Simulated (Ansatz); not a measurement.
Si₁₁C₅ (interface cell)

Input file:

```
crystal:
  lattice:
    - [5.4700937548, 0.0, 0.0]
    - [-2.7350468774, 8.2051406323, 0.0]
    - [0.0, 0.0, 16.3674446562]
  atoms:
    - { symbol: Si, position: [0.3333333333, 0.1666666667, 0.030548446] }
    - { symbol: Si, position: [0.0, 0.5, 0.030548446] }
    - { symbol: Si, position: [0.6666666667, 0.8333333333, 0.030548446] }
    - { symbol: Si, position: [-0.3333333333, 0.3333333333, 0.114099878] }
    - { symbol: Si, position: [0.3333333333, 0.6666666667, 0.114099878] }
    - { symbol: Si, position: [0.0, 0.0, 0.114099878] }
    - { symbol: Si, position: [-0.1666666667, 0.1666666667, 0.19765131] }
    - { symbol: Si, position: [-0.5, 0.5, 0.19765131] }
    - { symbol: Si, position: [0.1666666667, 0.8333333333, 0.19765131] }
    - { symbol: Si, position: [-0.8333333333, 0.3333333333, 0.281202742] }
    - { symbol: Si, position: [-0.1666666667, 0.6666666667, 0.281202742] }
    - { symbol: Si, position: [-0.5, 0.0, 0.281202742] }
    - { symbol: Si, position: [-0.6666666667, 0.1666666667, 0.3647541739] }
    - { symbol: Si, position: [-1.0, 0.5, 0.3647541739] }
    - { symbol: Si, position: [-0.3333333333, 0.8333333333, 0.3647541739] }
    - { symbol: Si, position: [-1.3333333333, 0.3333333333, 0.4483056059] }
    - { symbol: Si, position: [-0.6666666667, 0.6666666667, 0.4483056059] }
    - { symbol: Si, position: [-1.0, 0.0, 0.4483056059] }
    - { symbol: Si, position: [-1.0, 0.0, 0.5876065199] }
    - { symbol: Si, position: [-1.2, -0.4, 0.5876065199] }
    - { symbol: Si, position: [-0.6, -0.2, 0.5876065199] }
    - { symbol: Si, position: [-1.4, 0.2, 0.5876065199] }
    - { symbol: Si, position: [-0.8, -0.6, 0.5876065199] }
    - { symbol: C, position: [-1.0643436492, 0.2000001373, 0.6248917908] }
    - { symbol: C, position: [-1.2643436492, -0.1999998627, 0.6248917908] }
    - { symbol: C, position: [-0.6643436492, 1.373e-07, 0.6248917908] }
    - { symbol: C, position: [-1.4643436492, -0.5999998627, 0.6248917908] }
    - { symbol: C, position: [-0.8643436492, -0.3999998627, 0.6248917908] }
    - { symbol: Si, position: [-1.0613404279, 0.2000006976, 0.7409463649] }
    - { symbol: Si, position: [-1.2613404279, -0.1999993024, 0.7409463649] }
    - { symbol: Si, position: [-0.6613404279, 6.976e-07, 0.7409463649] }
    - { symbol: Si, position: [-1.4613404279, 0.4000006976, 0.7409463649] }
    - { symbol: Si, position: [-0.8613404279, -0.3999993024, 0.7409463649] }
    - { symbol: C, position: [-1.1256840771, 0.4000008349, 0.7782316358] }
    - { symbol: C, position: [-1.3256840771, 8.349e-07, 0.7782316358] }
    - { symbol: C, position: [-0.7256840771, 0.2000008349, 0.7782316358] }
    - { symbol: C, position: [-1.5256840771, -0.3999991651, 0.7782316358] }
    - { symbol: C, position: [-0.9256840771, -0.1999991651, 0.7782316358] }
    - { symbol: Si, position: [-1.1226808558, 0.4000013952, 0.8942862099] }
    - { symbol: Si, position: [-1.3226808558, 1.3952e-06, 0.8942862099] }
    - { symbol: Si, position: [-0.7226808558, 0.2000013952, 0.8942862099] }
    - { symbol: Si, position: [-1.5226808558, 0.6000013952, 0.8942862099] }
    - { symbol: Si, position: [-0.9226808558, -0.1999986048, 0.8942862099] }
    - { symbol: C, position: [-1.187024505, 0.6000015325, 0.9315714809] }
    - { symbol: C, position: [-1.387024505, 0.2000015325, 0.9315714809] }
    - { symbol: C, position: [-0.787024505, 0.4000015325, 0.9315714809] }
    - { symbol: C, position: [-1.587024505, -0.1999984675, 0.9315714809] }
    - { symbol: C, position: [-0.987024505, 1.5325e-06, 0.9315714809] }
basis:
  ecutwfc: 420
kpoints:
  mp_grid: { grid: [5, 4, 2] }
hamiltonian:
  xc: pbe
scf:
  occupations: { method: gaussian, width: 0.05 }
output:
  forces: true
  stress: true
  eigenvalues: true
  populations: true
  write_density: true
  write_potential: true
  elf: true
  volumetric_format: npy
relax:
  adjacent_minimum: "off"
  f_tol: 0.02
  max_steps: 70
  cell: { fix: [a, b, gamma, alpha, beta], stress_tol: 0.15 }
```

Command:

```sh
ansatz run input.yaml --threads 8 --pin off --max-ram 20480MiB --backend cpu --events-out ev --progress --plain --runs-dir out
```

The fields are those of the run's last geometry, not of the input's.

Computed pressure about −7 GPa in this cell.

Level of theory: DFT PBE, scalar-relativistic, plane waves, PAW (Ansatz).

> What will maps of the valence pseudo-density and electron localisation function show?

Si–C (1.85 Å): the density is about 0.94 e/Å³ at the midpoint; the ELF peaks at about 0.95 between the atoms.
Si–C (1.90 Å): ρ at the midpoint is about 0.86 e/Å³; the ELF peaks at about 0.95 between the atoms.
Si–C (1.92 Å): ρ is about 0.85 e/Å³ halfway; the ELF peaks at about 0.95 between the atoms.

> Metal or insulator at this level of theory?

It is metallic or semimetallic at this level of theory: no gap opens.

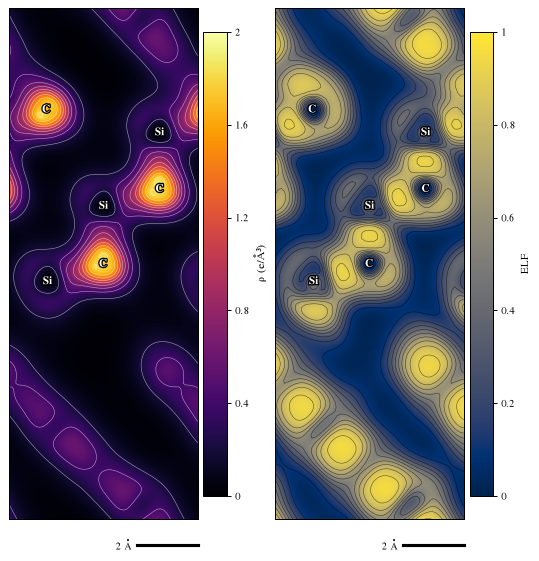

Computed valence pseudo-density and electron localisation function on the (010) plane of the calculation cell, in this order. Atoms just off the plane (Si, 0.5 Å away) can leave unmarked features too.

In a PAW calculation such maps are meaningful between the atoms, not at the nuclei.
